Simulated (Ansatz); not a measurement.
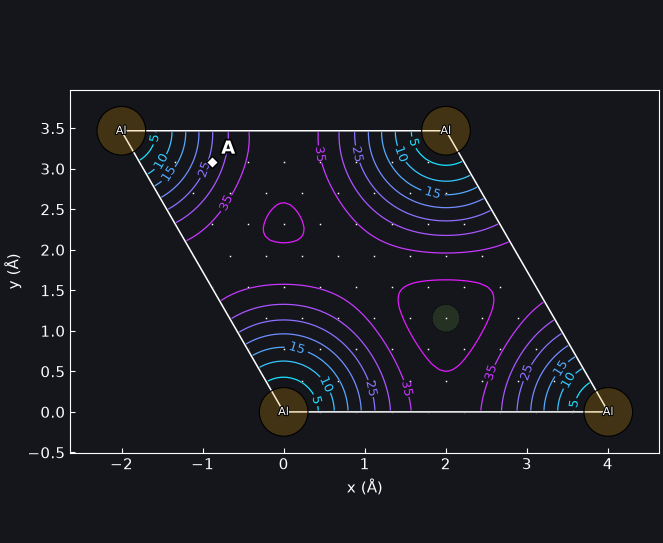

H on an AlAs(111) slab cut from the F-43m phase, its upper half relaxed before the scan (4 atoms of substrate and one adsorbate in a 1 × 1 cell). H is moved over the surface cell at a fixed height above a rigid substrate; the origin of the map has the adsorbate above Al4; the height is held at 3.40 Å. Places are given modulo a cell vector. The map is drawn in real space over the plane of the surface. The scan uses a 9 × 9 grid; 19 points were computed and 62 follow by symmetry. Energies: meV, counted from the lowest grid point. With one adsorbate in each 1 × 1 cell, its nearest image is 4.0 Å away, so neighbouring adsorbates interact. At a fixed height the lowest place need not be the adsorption site. The calculation used Ansatz, DFT PBE+D3(BJ), scalar-relativistic, plane waves, PAW. Settings: cutoff 420 eV, k-mesh 9×9×1, gaussian smearing 0.05 eV, spin-polarised.

Drawn: contour lines labelled in meV, dots at the grid points, labelled circles for the atoms of the top layer and small ones for the second layer, the outline of one cell of the plane, the point A. Between grid points the surface is interpolated.

Question: Is A at rest? If not, where is it pushed?

Answer: A, at (2/9, 8/9) of the cell vectors, is not a stationary point. The computed force is 0.027 eV/Å in the plane, pointing left in the picture (components −0.026 and 0.009 eV/Å).

PAW datasets: the set soft_1.
